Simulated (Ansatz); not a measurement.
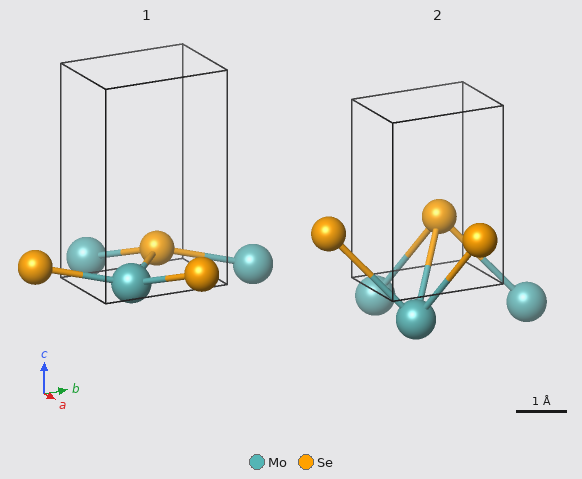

Two geometries of solid MoSe (a generated structure, set up in P3m1), drawn at one scale. One is the start of a relaxation, the other its converged end. Style: ball-and-stick. Shown: the cell of the calculation, slightly off an axis.

These are results of Kohn-Sham DFT of a periodic cell, PBEsol with D4, Ansatz PAW in Ansatz 0.2.0, not measurements. Settings: plane-wave cutoff 420 eV; k-point mesh 9 × 9 × 6; occupations fermi-dirac; smearing width 0.05 eV; no spin polarisation; cell and atoms relaxed; force threshold 0.01 eV/Å; at most 40 steps.

> Which of the two is the end point?

Structure 2 is the relaxed one. The run lets cell and atoms move. The largest moves relative to the cell, 0.74 Å, are those of Mo and Se atoms. By element the largest moves are Mo 0.74 Å, Se 0.74 Å. Cell: a = b 3.471 → 3.157 Å (−9.0 %), c 4.373 → 3.636 Å (−16.8 %). Volume −31.2 %. Some distances before and after: Mo–Se 4.444 → 2.574 Å, Mo–Se 2.045 → 2.574 Å, Se–Se 3.471 → 3.157 Å. New bonds form: Mo–Se (4.44 → 2.57 Å). Bond angles that change, for instance: Mo–Se–Mo 116.1° → 75.6°, Se–Mo–Se 116.1° → 75.6°. The space group (tolerance 0.01 Å) goes from P3m1 (No. 156) to P-6m2 (No. 187). Over 16 accepted moves (19 points after the start) the energy falls by 3249 meV per atom. The largest force component goes from 5.9 to under 0.0001 eV/Å. Pressure: 63.40 GPa at the start and 0.00 GPa at the end. The line search rejected the trial step at point 8 of the run. The SCF was repeated twice at an unchanged geometry on a basis and grid sized afresh for the cell, which shifted the energy by 0.7 meV per atom at most. Cost: 120 s on 2 threads of Intel(R) Xeon(R) Processor @ 2.50GHz (Skylake/Cascade Lake), on a shared host, peak memory 0.42 GiB.
